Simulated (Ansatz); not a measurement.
# MoS$_{2}$: geometry relaxation

- system: MoS$_{2}$ (3 atoms in the cell)
- method: DFT PBEsol, scalar-relativistic, plane waves, PAW, no spin polarisation (Ansatz 0.2.0)

The structure derives from an entry of the Crystallography Open Database.

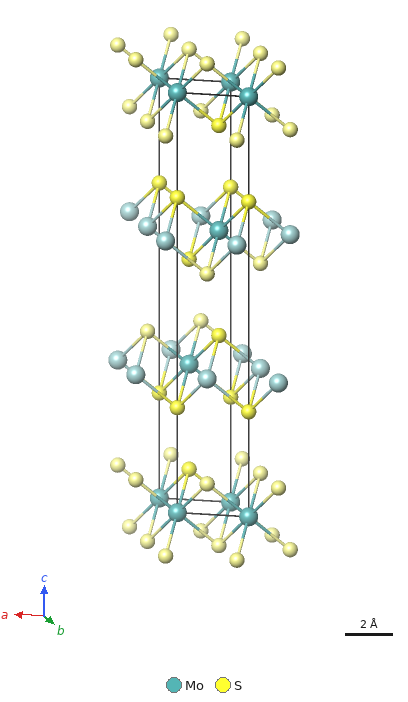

Fig. 1: The starting structure (ball-and-stick view of the cell 3 times as large as that of the calculation, set on its symmetry axes, seen at an oblique angle; neighbours outside the cell are drawn fainter). An atom can appear more than once, as a periodic image.

## Results in brief

| quantity | value |
| --- | --- |
| outcome | converged |
| space group (tolerance 0.01 Å) | R-3m (166) |
| electrons treated | 26 |
| free energy | −6669.3900 eV |
| Fermi energy | 11.488 eV |
| gap on the k-point mesh | none (metallic) |
| pressure | −0.06 GPa |
| final volume | 51.73 Å³ |
| largest force (length of the vector) at the end | 0.018 eV/Å |
| final cell | a = 6.365 Å, b = 6.365 Å, c = 6.365 Å, α = 28.45°, β = 28.45°, γ = 28.45° |
| hardware | 4 threads of Intel Xeon @ 2.50GHz (Skylake/Cascade Lake), 32 GiB of memory available, shared host |
| wall time | 2.6 s (CPU time 8.3 s) |
| peak memory | 0.43 GiB |

## Input file
```yaml
crystal:
  lattice:
    - [1.5855007458, 0.9153892824, 6.115]
    - [-1.5855007458, 0.9153892824, 6.115]
    - [0.0, -1.8307785648, 6.115]
  atoms:
    - { symbol: Mo, position: [0.0, 0.0, 0.0] }
    - { symbol: S, position: [0.75, 0.75, 0.75] }
    - { symbol: S, position: [0.25, 0.25, 0.25] }
basis:
  ecutwfc: 420
kpoints:
  mp_grid: { grid: [6, 6, 6] }
hamiltonian:
  xc: pbesol
scf:
  occupations: { method: gaussian, width: 0.1 }
output:
  forces: true
  stress: true
  eigenvalues: true
relax:
  adjacent_minimum: "off"
  f_tol: 0.05
  max_steps: 80
  cell: { stress_tol: 0.5 }
```

Run as:
```bash
ansatz run input.yaml --threads 4 --pin off --max-ram 10240MiB --backend cpu --events-out ev --progress --plain --runs-dir out
```

## What the program printed
```
basis.fft_grid_basis auto: the FFT boxes are laid along the combinations [[1, 0, -1], [0, 1, -1], [0, 0, 1]] of the cell's own vectors, 3.171, 3.171 and 6.383 Å long. The dense box has 24×24×45 points. Along the cell's own vectors, as sized, it would have 45×45×45, 3.52 times as many. Of the 12 symmetry operations that the crystal satisfies within crystal.symmetry.tolerance (time reversal apart; of a slab, those that keep its plane) the dense box along the cell's own vectors carries 12, and the one as laid loses 8 of those. basis.fft_grid_basis: typed keeps the cell's own vectors: state it where this run's energies or levels are differenced outside the engine with another run's, or held beside a run that keeps those vectors.
Engine: ansatz 0.2.0, x86_64-unknown-linux-gnu
Pseudopotentials: kind: paw
Pseudopotential: Mo, paw, valence charge 14, recommended cutoff 420 eV (normal), Mo.paw.azcp
Pseudopotential: S, paw, valence charge 6, recommended cutoff 420 eV (normal), S.paw.azcp
Functional definition: PBEsol
  exchange = pbesol_x
  correlation = pbesol_c
Crystal: 3 atoms, lattice volume = 53.250 Å³
Basis set: ecut = 420 eV, 1023 PW (Γ), FFT grids on a1−a3, a2−a3, a3, exchange–correlation on 48×48×90 points (8 copies of the dense FFT grid, shifted against one another)
Bands: 17, of which v1, the nominal top of the filled ones, is band 13 counted from 1 (12 counted from 0)
Symmetry: 12 space group operations
Space group: R-3m (ITA 166), of the structure as read, at distance tolerance 3.8e-5 Å
k-points: 32 of 216
Non-local potential: Mo, projectors of the file, l = 0: 3, l = 1: 2, l = 2: 2, l = 3: 1
Non-local potential: S, projectors of the file, l = 0: 2, l = 1: 2, l = 2: 2
PAW form: soft (Blöchl's): semilocal exchange-correlation on the pseudo side does not see the compensation charge
PAW frozen core: Mo, regenerated for the run's functional, and the local potential with it (the file was generated under x = pbe(κ = 0.804, μ = 0.2195149727645171), c = pbe(β = 0.06672455060314922))
PAW frozen core: S, regenerated for the run's functional, and the local potential with it (the file was generated under x = pbe(κ = 0.804, μ = 0.2195149727645171), c = pbe(β = 0.06672455060314922))
PAW one-centre angular grid: Mo, 590 points (default); XC on 64 Gauss nodes
PAW one-centre angular grid: S, 110 points (default); XC on 64 Gauss nodes
Initial density: superposition of atomic densities (neutral atoms: chi_scale 0, normalization atom), corrected by the library's trained network
Initial wavefunctions: pseudopotential atomic-orbital guess
Functional: x = pbesol(κ = 0.804, μ = 0.12345679012345678), c = pbesol(β = 0.046)
SCF iter   1: F=—  HF=-6669.351704 eV  |F-HF|=—  |Δ(HF+E_count)|=         —  Δρ=6.84e-3  dr2=2.01e-2  ethr=1.77e-3  ⟨swp⟩=5.2  Hψ=2905  notcnv=0
preconditioner: auto → LDOS  [metal: Δε(μ)=0.084 eV  Ē_g=8.120 eV  σ=0.100 eV  W_gap=0.44  n_scr=16 (ndim 8)  ℏωp=21.6 eV  f_vac=0.014  D(μ)=0.62/eV (n_scr^D=2)  β→1.0]
SCF iter   2: F=—  HF=-6669.350856 eV  |F-HF|=—  |Δ(HF+E_count)|=   8.48e-4  Δρ=4.04e-3  dr2=2.22e-2  ethr=7.72e-5  ⟨swp⟩=2.0  Hψ=1243  notcnv=0  defer=2
SCF iter   3: F=—  HF=-6669.347406 eV  |F-HF|=—  |Δ(HF+E_count)|=   3.45e-3  Δρ=1.66e-3  dr2=5.15e-3  ethr=7.72e-5  ⟨swp⟩=2.0  Hψ=764  notcnv=0  defer=2
SCF iter   4: F=—  HF=-6669.346680 eV  |F-HF|=—  |Δ(HF+E_count)|=   7.26e-4  Δρ=2.15e-4  dr2=8.70e-5  ethr=1.98e-5  ⟨swp⟩=2.0  Hψ=590  notcnv=0  defer=2
SCF iter   5: F=—  HF=-6669.346664 eV  |F-HF|=—  |Δ(HF+E_count)|=   1.57e-5  Δρ=6.67e-5  dr2=3.25e-6  ethr=3.35e-7  ⟨swp⟩=2.0  Hψ=777  notcnv=0  defer=2
SCF iter   6: F=-6669.346663 eV  HF=-6669.346663 eV  |F-HF|=1.60e-8  |Δ(HF+E_count)|=   6.65e-7  Δρ=1.09e-5  dr2=7.24e-8  ethr=3.85e-10  ⟨swp⟩=4.9  Hψ=2881  notcnv=0
SCF 1 converged in 6 iterations: F = -6669.346663 eV  dr2 = 7.24e-8
  greatest PAW one-centre occupation: 0.999 electrons in one spin orbital (limit 2), on the Mo atom at site 0 (counted from 0), in its partial waves of l = 0
relax step   1: F+E_penalty+E_count = -6669.34666344 eV  Δ(F+E_penalty+E_count) = +0.000e0 eV  max|allowed force component| = 7.063e-1 eV/Å  Δτ_max = 0.0000 Å  P = +2.852 GPa  Ω = 53.250 Å³  (6 SCF iters, dr2 threshold 1.00e-7 eV, accepted)
Crystal: 3 atoms, lattice volume = 50.504 Å³
Basis set: ecut = 420 eV, 981 PW (Γ), FFT grids on a1−a3, a2−a3, a3, exchange–correlation on 48×48×90 points (8 copies of the dense FFT grid, shifted against one another)
Initial density: handed on by an earlier stage of this run
Initial wavefunctions: those handed on with the density
iter 1 solved again at ethr=1.43e-4 eV; its pass at ethr=3.10e-3 eV (dr2=3.71e-2 eV) is discarded
SCF iter   1: F=—  HF=-6669.394116 eV  |F-HF|=—  |Δ(HF+E_count)|=         —  Δρ=7.38e-3  dr2=4.63e-2  ethr=1.43e-4  ⟨swp⟩=1.0  Hψ=3276  notcnv=0
eigensolver tolerance schedule calibrated: the retry pair's looser diagonalisation under-reported the residual by θ = 0.20 (0.15/decade); ethr = c·dr2/N_el runs at the constant in force after the calibration composes with the one it found (an armed cap, an earlier calibration), c = 4.6e-2
preconditioner: auto → none  [insulator: Δε(μ)=0.137 eV  Ē_g=8.079 eV  σ=0.100 eV  W_gap=0.52  n_scr=16 (ndim 8)  ℏωp=22.2 eV  f_vac=0.001  D(μ)=0.79/eV (n_scr^D=2)  ε∞_Penn≈8.5]
SCF iter   2: F=—  HF=-6669.386033 eV  |F-HF|=—  |Δ(HF+E_count)|=   8.08e-3  Δρ=2.99e-3  dr2=3.23e-3  ethr=8.14e-5  ⟨swp⟩=2.0  Hψ=770  notcnv=0
SCF iter   3: F=—  HF=-6669.385301 eV  |F-HF|=—  |Δ(HF+E_count)|=   7.32e-4  Δρ=1.45e-3  dr2=4.85e-4  ethr=5.68e-6  ⟨swp⟩=2.0  Hψ=833  notcnv=0
SCF iter   4: F=—  HF=-6669.385260 eV  |F-HF|=—  |Δ(HF+E_count)|=   4.06e-5  Δρ=6.29e-4  dr2=8.39e-5  ethr=8.54e-7  ⟨swp⟩=2.4  Hψ=748  notcnv=0
SCF iter   5: F=—  HF=-6669.385265 eV  |F-HF|=—  |Δ(HF+E_count)|=   4.61e-6  Δρ=1.66e-4  dr2=5.82e-6  ethr=1.47e-7  ⟨swp⟩=2.0  Hψ=962  notcnv=0
SCF iter   6: F=-6669.385264 eV  HF=-6669.385264 eV  |F-HF|=2.00e-8  |Δ(HF+E_count)|=   6.67e-7  Δρ=2.33e-5  dr2=1.25e-7  ethr=5.28e-10  ⟨swp⟩=3.5  Hψ=2526  notcnv=0
SCF 2 converged in 6 iterations: F = -6669.385264 eV  dr2 = 1.25e-7
relax step   2: F+E_penalty+E_count = -6669.38526421 eV  Δ(F+E_penalty+E_count) = -3.860e-2 eV  max|allowed force component| = 1.679e-1 eV/Å  Δτ_max = 0.1062 Å  P = +0.025 GPa  Ω = 50.504 Å³  energy of the carried Pulay correction = +2.388e-4 eV  (6 SCF iters, dr2 threshold 3.00e-7 eV, accepted)
Crystal: 3 atoms, lattice volume = 51.730 Å³
Basis set: ecut = 420 eV, 999 PW (Γ), FFT grids on a1−a3, a2−a3, a3, exchange–correlation on 48×48×90 points (8 copies of the dense FFT grid, shifted against one another)
iter 1 solved again at ethr=2.16e-5 eV; its pass at ethr=3.10e-3 eV (dr2=5.61e-3 eV) is discarded
SCF iter   1: F=—  HF=-6669.391424 eV  |F-HF|=—  |Δ(HF+E_count)|=         —  Δρ=2.74e-3  dr2=5.31e-3  ethr=2.16e-5  ⟨swp⟩=1.1  Hψ=3176  notcnv=0
preconditioner: auto → Kerker (q_TF=auto, 2.433 Å⁻¹)  [metal: Δε(μ)=0.036 eV  Ē_g=8.062 eV  σ=0.100 eV  W_gap=0.20  n_scr=16 (ndim 8)  ℏωp=21.9 eV  f_vac=0.006  D(μ)=0.93/eV (n_scr^D=2)]
SCF iter   2: F=—  HF=-6669.390572 eV  |F-HF|=—  |Δ(HF+E_count)|=   8.52e-4  Δρ=1.53e-3  dr2=1.96e-3  ethr=2.04e-5  ⟨swp⟩=1.0  Hψ=544  notcnv=0
SCF iter   3: F=—  HF=-6669.390119 eV  |F-HF|=—  |Δ(HF+E_count)|=   4.52e-4  Δρ=3.06e-4  dr2=1.36e-4  ethr=7.54e-6  ⟨swp⟩=2.1  Hψ=744  notcnv=0
SCF iter   4: F=—  HF=-6669.390108 eV  |F-HF|=—  |Δ(HF+E_count)|=   1.10e-5  Δρ=9.15e-5  dr2=8.32e-6  ethr=5.22e-7  ⟨swp⟩=2.1  Hψ=761  notcnv=0
SCF iter   5: F=—  HF=-6669.390111 eV  |F-HF|=—  |Δ(HF+E_count)|=   2.62e-6  Δρ=2.56e-5  dr2=7.98e-7  ethr=3.20e-8  ⟨swp⟩=2.2  Hψ=778  notcnv=0
SCF iter   6: F=-6669.390111 eV  HF=-6669.390111 eV  |F-HF|=1.46e-8  |Δ(HF+E_count)|=   3.45e-7  Δρ=4.68e-6  dr2=1.28e-8  ethr=1.15e-9  ⟨swp⟩=6.0  Hψ=2421  notcnv=0
SCF 3 converged in 6 iterations: F = -6669.390111 eV  dr2 = 1.28e-8
relax step   3: F+E_penalty+E_count = -6669.39011133 eV  Δ(F+E_penalty+E_count) = -4.847e-3 eV  max|allowed force component| = 1.751e-2 eV/Å  Δτ_max = 0.0376 Å  P = -0.062 GPa  Ω = 51.730 Å³  energy of the carried Pulay correction = +1.306e-4 eV  (6 SCF iters, dr2 threshold 3.00e-7 eV, accepted)
Initial wavefunctions: pseudopotential atomic-orbital guess (no wavefunctions were taken with the density)
iter 1 solved again at ethr=2.18e-7 eV; its pass at ethr=3.10e-3 eV (dr2=5.67e-5 eV) is discarded
SCF iter   1: F=—  HF=-6669.389976 eV  |F-HF|=—  |Δ(HF+E_count)|=         —  Δρ=3.01e-5  dr2=7.51e-8  ethr=2.18e-7  ⟨swp⟩=3.1  Hψ=4377  notcnv=0
preconditioner: auto → Kerker (q_TF=auto, 2.433 Å⁻¹)  [metal: Δε(μ)=0.035 eV  Ē_g=8.063 eV  σ=0.100 eV  W_gap=0.20  n_scr=16 (ndim 8)  ℏωp=21.9 eV  f_vac=0.005  D(μ)=0.94/eV (n_scr^D=2)]
SCF iter   2: F=—  HF=-6669.389984 eV  |F-HF|=—  |Δ(HF+E_count)|=   7.82e-6  Δρ=1.59e-5  dr2=2.26e-8  ethr=2.89e-10  ⟨swp⟩=2.2  Hψ=960  notcnv=0
iter 3 did not close the SCF: its close was put off for the readings that it lacked (scf_convergence_deferred on its scf_iter line)
SCF iter   3: F=-6669.389984 eV  HF=-6669.389984 eV  |F-HF|=8.18e-10  |Δ(HF+E_count)|=   1.94e-8  Δρ=1.27e-6  dr2=1.44e-9  ethr=8.70e-11  ⟨swp⟩=2.0  Hψ=902  notcnv=0
iter 4 did not close the SCF: its close was put off for the readings that it lacked (scf_convergence_deferred on its scf_iter line)
SCF iter   4: F=-6669.389984 eV  HF=-6669.389984 eV  |F-HF|=1.66e-10  |Δ(HF+E_count)|=  9.43e-10  Δρ=6.48e-7  dr2=4.79e-10  ethr=5.55e-12  ⟨swp⟩=2.0  Hψ=696  notcnv=0
iter 5 did not close the SCF: its close was put off for the readings that it lacked (scf_convergence_deferred on its scf_iter line)
SCF iter   5: F=-6669.389984 eV  HF=-6669.389984 eV  |F-HF|=2.18e-11  |Δ(HF+E_count)|=  3.10e-10  Δρ=1.42e-7  dr2=3.78e-11  ethr=1.84e-12  ⟨swp⟩=2.0  Hψ=789  notcnv=0
SCF iter   6: F=-6669.389984 eV  HF=-6669.389984 eV  |F-HF|=9.09e-13  |Δ(HF+E_count)|=  9.09e-13  Δρ=4.83e-8  dr2=5.40e-12  ethr=1.00e-12  ⟨swp⟩=2.0  Hψ=1436  notcnv=0
SCF 4 converged in 6 iterations: F = -6669.389984 eV  dr2 = 5.40e-12
relax step   4: F+E_penalty+E_count = -6669.38998403 eV  Δ(F+E_penalty+E_count) = +1.273e-4 eV  max|allowed force component| = 1.756e-2 eV/Å  Δτ_max = 0.0000 Å  P = -0.063 GPa  Ω = 51.730 Å³  stress off target by 2.60e-1 GPa  SCF on the basis re-selected at this cell (its energy is not comparable with the rows above)  (6 SCF iters)
```

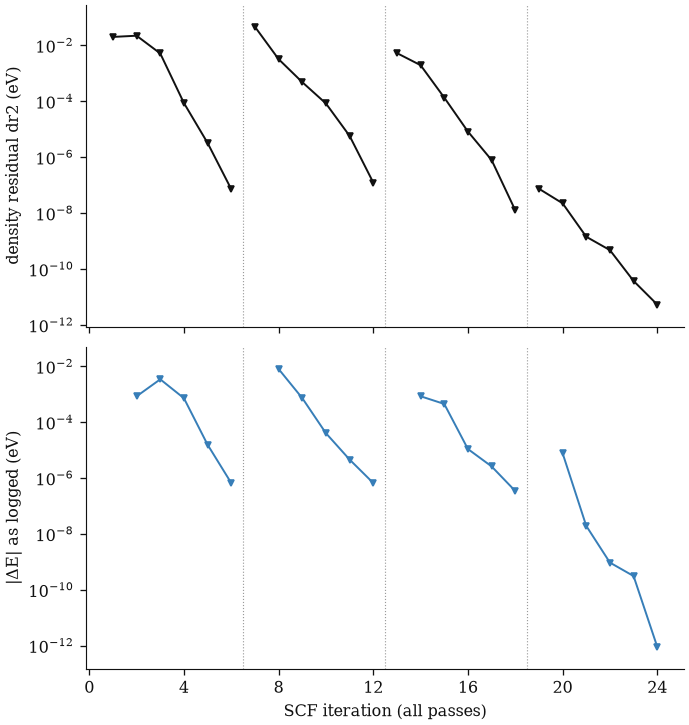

Fig. 2: Convergence of the self-consistent field: density residual dr2 and size of the energy change against the SCF iteration. The dotted lines part the SCF passes of the relaxation: geometry steps, rejected trials and re-solves on a re-selected basis. The passes take 6, 6, 6 and 6 iterations.

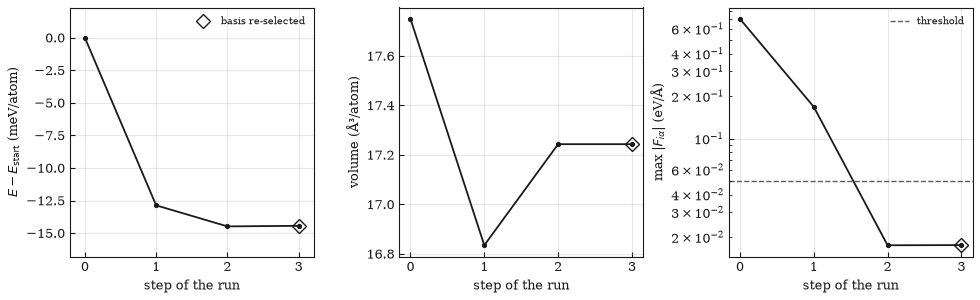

Fig. 3: Progress of the relaxation, step by step (the first geometry is step 0 here and step 1 in the log).

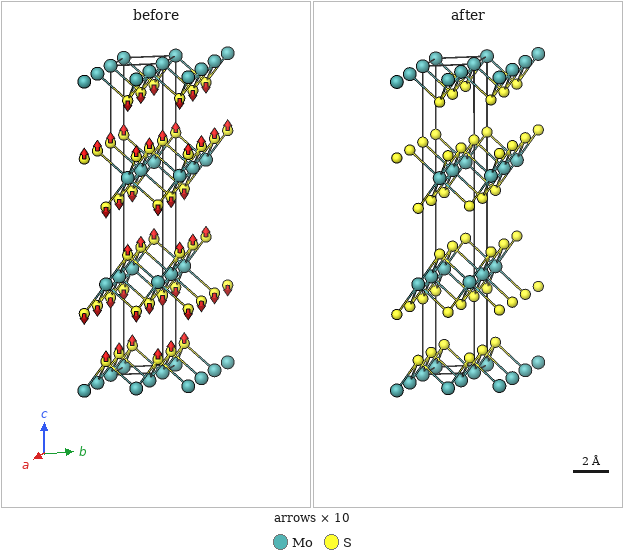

Fig. 4: Before (left) and after (right) the relaxation, at one scale (ball-and-stick view of the cell 3 times as large as that of the calculation, set on its symmetry axes, repeated 3 × 2 × 1, seen slightly off an axis). The red arrows give the displacements (without the part carried along by the change of the cell), magnified 10 times. The largest moves relative to the cell, 0.068 Å, are those of S2 and S3. Mo stays in place. The volume changes by −2.9 %, with a = b 3.171 → 3.128 Å (−1.3 %), c 18.345 → 18.310 Å (−0.2 %). Among the contacts that change: Mo1–S2 2.385 → 2.409 Å. Among the angles that change: S2–Mo1–S2 83.3° → 81.0°, S2–Mo1–S3 96.7° → 99.0°, Mo1–S2–Mo1 83.3° → 81.0°. The space group stays R-3m (No. 166). Over 2 geometry steps the energy falls by 14.5 meV per atom. Largest force component: 0.71 eV/Å at the start, 0.018 eV/Å at the end. The pressure goes from 2.85 to −0.06 GPa. A last SCF at the same geometry on a re-selected plane-wave basis shifts the energy by +0.0 meV per atom. (Atoms are counted from 1 in the order of the input.)

```
basis re-selected at this cell: Δ(F+E_penalty+E_count) = +1.273e-4 eV, ΔP = -0.000 GPa vs the last step (what re-selecting the basis moved, of the pressure what is left beyond the Pulay correction that the steps carried, after the strain that the cell walked since its last selection, with what the two solves' SCF thresholds leave and, on support functions, any second-order correction that the steps lacked; it is no measure of the basis error at this ecutwfc). This SCF's stress stands 2.60e-1 GPa from its target on what of the cell is left free (relax.cell.stress_tol is 5.00e-1 GPa) and its largest allowed force component is 1.76e-2 eV/Å (relax.f_tol is 5.00e-2 eV/Å): within both
SCF converged after 6 iterations
Free energy (F): -6669.389984 eV
Harris-Foulkes:  -6669.389984 eV  (|F-HF|=9.09e-13)
Internal energy: -6669.385287 eV  (E = F + TS)
E sigma→0 (E₀):  -6669.387636 eV
Entropy (-TS):   -0.004697 eV (-1.566 meV/atom)
Fermi energy:    11.488134 eV
--- Per-component energies (eV) ---
  E_band       = -143.140269
  E_kinetic    = 655.973711
  E_local      = -1877.055289  (includes V_loc(G=0)·N_el)
  E_nonlocal   = 201.757924
  E_hartree    = 717.606193
  E_xc         = -375.405202
  E_vxc        = -404.242453  (∫ρ·V_xc dr)
  E_paw        = -4311.936609  (= ΣΔE_a)
  E_vpaw       = -154.786666  (= ΣTr[D̂ρ^β])
  E_aug_tail   = 0.000040  (compensation charges beyond the density's cutoff)
  E_ewald      = -1680.659254
  E_core_change = 0.333198  (= ΣΔE_core)
  E_smearing   = -0.004697  (= −TS)
  E_closure    = -0.000000  (closes the sum)
  Σ components = -6669.389984   (vs F -6669.389984, Δ=0.00e0)
--- Forces (eV/Å), atoms counted from 1 ---
  atom   1  Mo     0.00000000     0.00000000    -0.00000000
  atom   2  S     -0.00000000    -0.00000000     0.01755507
  atom   3  S      0.00000000     0.00000000    -0.01755507
  max |Σ_I F_I| component: 3.47e-18 eV/Å
--- Stress (GPa, compression-positive) ---
       -0.223767       0.000000       0.000000
        0.000000      -0.223767      -0.000000
        0.000000      -0.000000       0.259636
  P = ⅓ Tr σ = -0.0626 GPa (-0.626 kbar)
--- Band table (eV; the first three rows and the last of 32) ---
  k-point 0: bands = ["-50.0517", "-24.1846", "-24.0142", "-24.0142", "-3.6509", "-2.0288", "4.3733", "7.7813", "7.7813", "9.8713", "9.9582", "10.7060", "10.7060", "11.6148", "11.6148", "14.8244", "14.8244"]
  k-point 1: bands = ["-50.0399", "-24.1623", "-24.1272", "-24.0400", "-3.1943", "-1.9122", "4.9482", "6.9078", "7.9648", "8.7408", "9.8193", "9.8861", "10.2896", "11.7660", "12.3933", "14.2196", "14.6422"]
  k-point 2: bands = ["-50.0162", "-24.3482", "-24.1166", "-24.0912", "-2.1978", "-1.5039", "5.5328", "5.9253", "6.9144", "7.7537", "8.6939", "9.6376", "9.9524", "12.7049", "12.7364", "14.7143", "15.0702"]
  k-point 31: bands = ["-50.0517", "-24.1848", "-24.0142", "-24.0142", "-3.2909", "-2.5812", "5.5684", "7.3522", "7.8040", "7.8040", "10.7216", "10.7216", "11.3369", "11.4743", "11.4743", "14.9735", "14.9735"]
--- Relaxed structure (3 steps of the walk, 3 accepted, 1 SCFs on fresh bases) ---
  F+E_penalty+E_count = -6669.38998403 eV   max|allowed force component| = 1.756e-2 eV/Å   (the final SCF, on the basis selected at the relaxed cell)
  cell:  # Å, volume = 51.7299 Å³
    - [1.5642125346614173, 0.9030985279565552, 6.103225594981872]
    - [-1.5642125346614173, 0.9030985279565552, 6.103225594981872]
    - [-1.1684208988992745e-33, -1.8061970559131117, 6.103225594981872]
  atoms:
    - { symbol: Mo, position: [4.4205416246867936e-35, 7.794747165246898e-35, -1.2740208371396552e-34] }
    - { symbol: S, position: [0.7537384829545403, 0.7537384829545403, 0.7537384829545404] }
    - { symbol: S, position: [0.2462615170454597, 0.2462615170454597, 0.24626151704545968] }
```

## Trajectory as extended XYZ (Å, eV, eV/Å), 4 frames, from step=1 to step=4
```
3
Lattice="1.5855 0.9154 6.1150 -1.5855 0.9154 6.1150 0.0000 -1.8308 6.1150" Properties=species:S:1:pos:R:3:forces:R:3 step=1 energy=-6669.34666 pressure_GPa=2.85
Mo    0.0000    0.0000    0.0000    0.0000   0.0000   0.0000
S     0.0000    0.0000   13.7587    0.0000   0.0000   0.7063
S     0.0000    0.0000    4.5862    0.0000   0.0000  -0.7063
3
Lattice="1.5547 0.8976 6.0316 -1.5547 0.8976 6.0316 0.0000 -1.7952 6.0316" Properties=species:S:1:pos:R:3:forces:R:3 step=2 energy=-6669.38526 pressure_GPa=0.02
Mo    0.0000    0.0000    0.0000    0.0000   0.0000   0.0000
S     0.0000    0.0000   13.6758    0.0000   0.0000  -0.1679
S     0.0000    0.0000    4.4189    0.0000   0.0000   0.1679
3
Lattice="1.5642 0.9031 6.1032 -1.5642 0.9031 6.1032 0.0000 -1.8062 6.1032" Properties=species:S:1:pos:R:3:forces:R:3 step=3 energy=-6669.39011 pressure_GPa=-0.06
Mo    0.0000    0.0000    0.0000    0.0000   0.0000   0.0000
S     0.0000    0.0000   13.8007    0.0000   0.0000   0.0175
S     0.0000    0.0000    4.5090    0.0000   0.0000  -0.0175
3
Lattice="1.5642 0.9031 6.1032 -1.5642 0.9031 6.1032 0.0000 -1.8062 6.1032" Properties=species:S:1:pos:R:3:forces:R:3 step=4 energy=-6669.38998 pressure_GPa=-0.06
Mo    0.0000    0.0000    0.0000    0.0000   0.0000   0.0000
S     0.0000    0.0000   13.8007    0.0000   0.0000   0.0176
S     0.0000    0.0000    4.5090    0.0000   0.0000  -0.0176
```
